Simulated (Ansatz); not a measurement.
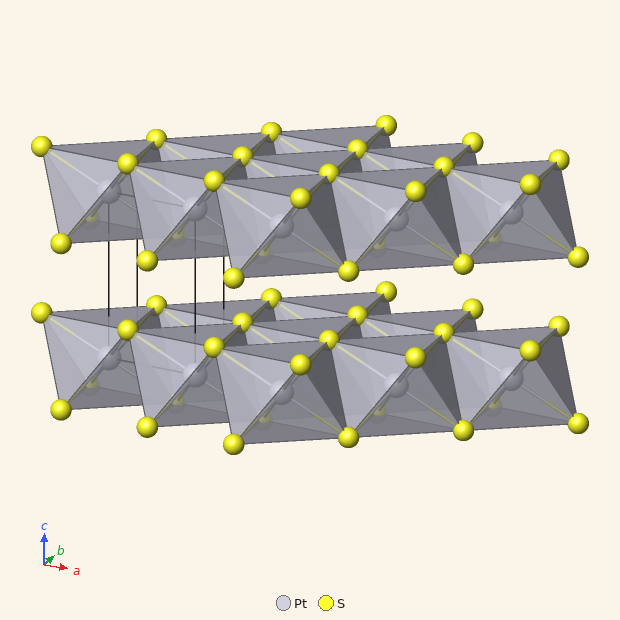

Polyhedra are drawn about Pt (bonds: Pt–S below 2.7 Å); other atoms are plain spheres.

System PtS2 (space group P-3m1, No. 164); source of the atomic positions: a calculation's input that goes back to an entry of the Crystallography Open Database (an earlier step may have relaxed or displaced it).

What figure surrounds each Pt atom, and what does it share with the other drawn polyhedra?

Answer. Pt: PtS6 octahedron, sharing edges with six neighbours.

How do these polyhedra hang together as a whole?

Answer. They form layers of edge-sharing octahedra parallel to (001).
